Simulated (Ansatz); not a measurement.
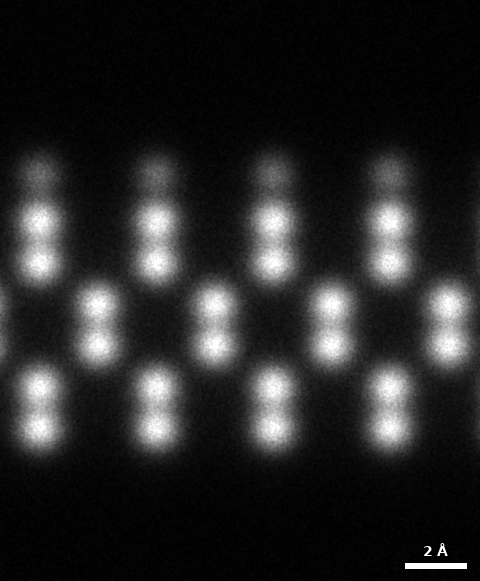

Cross-section of a slab, seen along a direction in its plane, the normal pointing up. Simulation: incoherent imaging, intensity Z^1.7 per atom, probe width 1.09 Å, thin sample. The probe carries 25 % of its weight in a tail 2.5 times as wide. Shot noise was added. Structure: the end point of a relaxation in a fixed cell under constraints with Ansatz, DFT PBEsol, scalar-relativistic, plane waves, PAW. The model holds Si and O.

> How many atomic planes does the slab have, and what do they hold from top to bottom?

7 planes (atoms within 0.35 Å in height count as one plane):

```
plane  content  depth below the top plane (Å)
    1        O                            0.0
    2       Si                            1.5
    3       Si                            2.9
    4       Si                            4.3
    5       Si                            5.6
    6       Si                            7.0
    7       Si                            8.3
```

> How thick is it, and how does it end on either side?

The outermost planes are 8.3 Å apart. The upper face ends in O and the lower in Si, so the sequence of planes is different from the two sides.

The model is a (100) slab of Si (Fd-3m) with overall composition Si6O.
